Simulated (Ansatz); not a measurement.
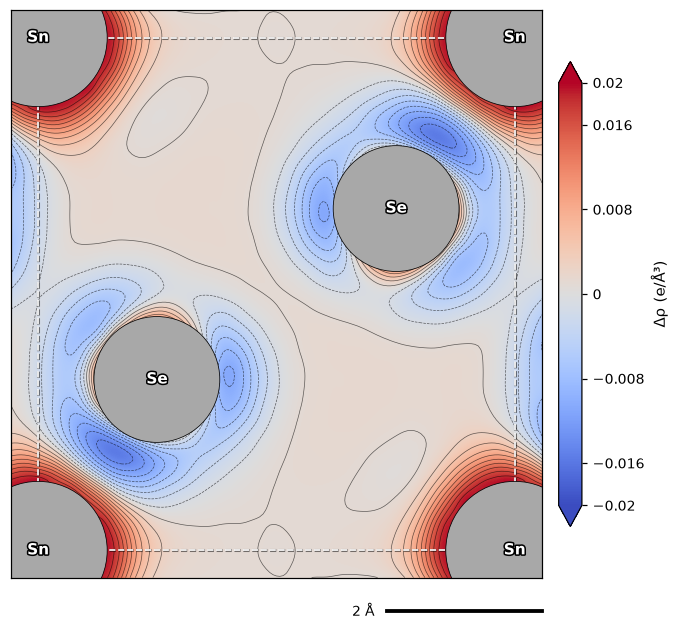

SnSe2. Difference of the valence pseudo-densities of two functionals at the same geometry, on the (110) plane of the calculation cell: one of PBE0 and PBEsol less the other.

Space group P-3m1.

Both computed with Ansatz (plane waves, PAW), on the same k-point mesh. Grey discs cover the atomic cores.

Question: Which was subtracted from which, and what does the map show?

Answer: It is PBEsol less PBE0. Against PBE0, PBEsol gives more density around Sn (+0.014 e/Å³ on average at 1.0 Å from the nucleus), less density around Se (−0.005 e/Å³ on average at 1.0 Å from the nucleus) and a change of −0.009 e/Å³ at the midpoint of Sn–Se.
